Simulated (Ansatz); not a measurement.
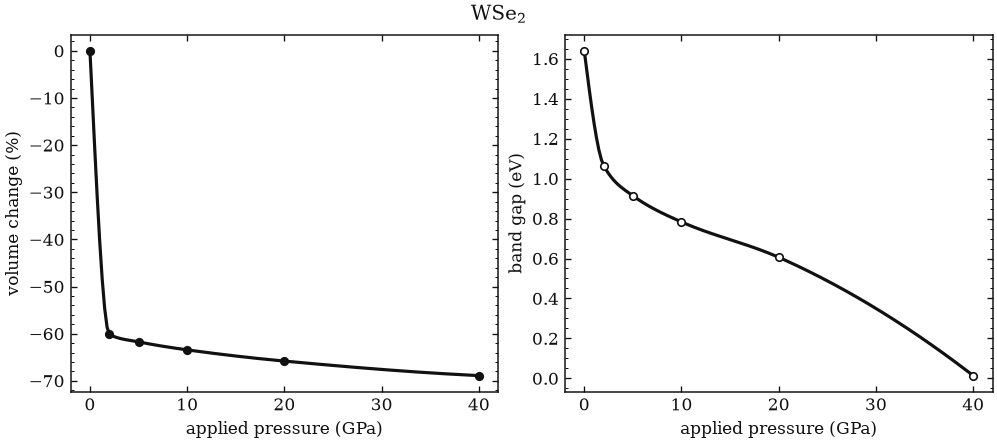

How it was computed, with Ansatz 0.2.0: volume, enthalpy and cell of a crystal along a series of hydrostatic pressures at zero temperature, keeping its symmetry; changes are against the given cell; the k mesh follows the cell and the gap; plane waves with PAW datasets, Γ-centred k mesh. Level: PBEsol with D3(BJ), no spin polarisation.

- wave cutoff: 420 eV
- occupations: Gaussian
- k mesh at zero pressure: 12×12×2
- smearing width at zero pressure: 0.02 eV

Cell as given: a = 3.241 Å, b = 3.241 Å, c = 16.641 Å, α = 90.00°, β = 90.00°, γ = 120.00°; 3 atoms.

**Figure.** Volume change and band gap against applied pressure for WSe₂, space group P-6m2 (No. 187).

The volume change falls from 0.00 % at applied pressure 0 GPa to −68.89 % at 40 GPa. The band gap stays open and runs from 1.639 eV at applied pressure 0 GPa to 0.014 eV at 40 GPa.

Keep in mind: a crossing between the sampled k points may be missed; coarse k mesh.

Input of one of the runs behind the figure:
```
crystal:
  lattice:
    - [3.1173916937, 0.0, 0.0]
    - [-1.5586958469, 2.6997404003, 0.0]
    - [0.0, 0.0, 6.4821816437]
  atoms:
    - { symbol: W, position: [0.0, 0.0, 0.0] }
    - { symbol: Se, position: [0.3333333333, 0.6666666667, 0.2553874292] }
    - { symbol: Se, position: [0.3333333333, 0.6666666667, 0.7446125708] }
basis:
  ecutwfc: 420
kpoints:
  mp_grid: { grid: [12, 12, 4] }
hamiltonian:
  xc: pbesol
  dispersion: d3bj
scf:
  occupations: { method: gaussian, width: 0.02 }
output:
  forces: true
  stress: true
  eigenvalues: true
relax:
  adjacent_minimum: "off"
  f_tol: 0.008
  max_steps: 50
  cell: { stress_tol: 0.08, p_target: 10.0 }
```

Run as:
```bash
ansatz run input.yaml --threads 1 --pin off --max-ram 2560MiB --backend cpu --events-out ev --progress --plain --runs-dir out
```
